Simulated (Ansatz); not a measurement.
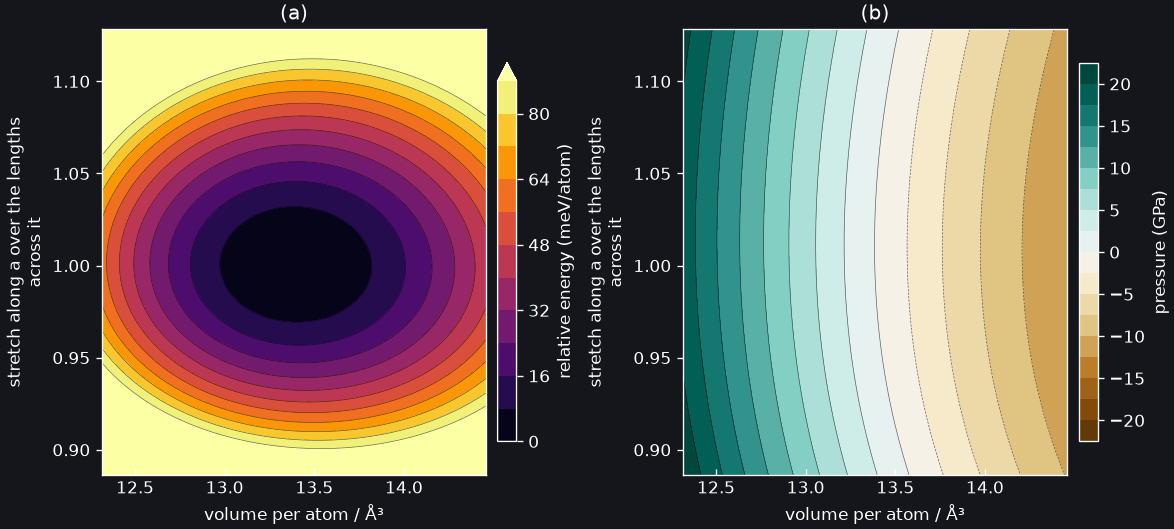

Al2Ru (Fddd, No. 70; 6 atoms in the cell). The energy is mapped over volume and the cell's shape. First axis: volume per atom. Second axis: stretch along a over the lengths across it, relative to the relaxed cell. Nothing is relaxed (fractional coordinates fixed). The grid has 9 × 9 points. Points are written as (first, second). Energies are in meV/atom, from the lowest grid point. The lowest point has no gap; 45 points of the grid have one on the k-mesh. Method: DFT LDA, scalar-relativistic, plane waves, PAW in Ansatz 0.2.0. Settings: cutoff 420 eV, k-mesh 10×10×10, gaussian smearing 0.03 eV, no spin polarisation.

Panel (a) is the energy and panel (b) the computed pressure on the same grid.

In the figure: filled contours, one colour for all values above the top of the scale. Between grid points the surface is interpolated.

Question: How does the pressure vary over the map, and what is it at the lowest grid point?

Answer: It runs from −12.4 GPa at (14.458 Å³, 1.000) to 22.2 GPa at (12.316 Å³, 0.886). At the lowest grid point, (13.387 Å³, 1.000), it is 0.0 GPa. The pressure is minus the slope of the energy with volume, so it vanishes at the true minimum, which need not be a grid point.

PAW datasets: the set soft_1.
